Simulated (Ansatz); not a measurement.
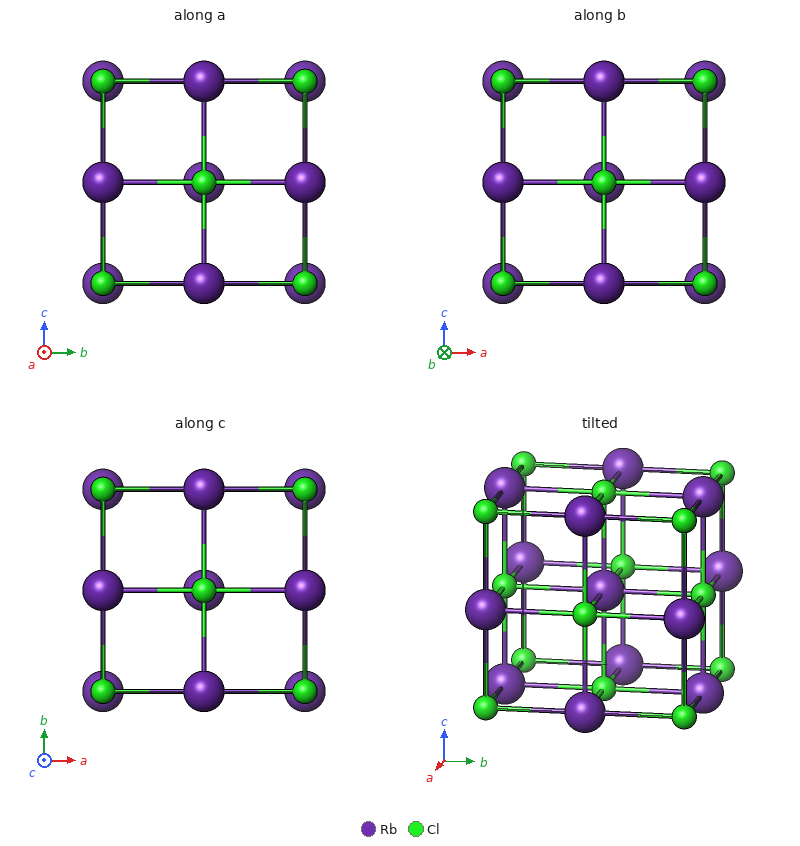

Structure drawing (ball-and-stick), viewed along the a axis, along the b axis, along the c axis and slightly off an axis. One conventional unit cell is framed, with atoms on its boundary repeated.

Lattice parameters: a = 6.570 Å, b = 6.570 Å, c = 6.570 Å, α = 90.00°, β = 90.00°, γ = 90.00°.

From the views, write a table of Wyckoff sites.

Space group Fm-3m (No. 225).
```csv
atom,site,x,y,z
Rb,4b,0.5000,0.0000,0.0000
Cl,4a,0.0000,0.0000,0.0000
```

The cell started as a structure type known for this compound. Earlier steps of the study may have refined or changed the cell and positions. It was the input of a calculation with Ansatz.
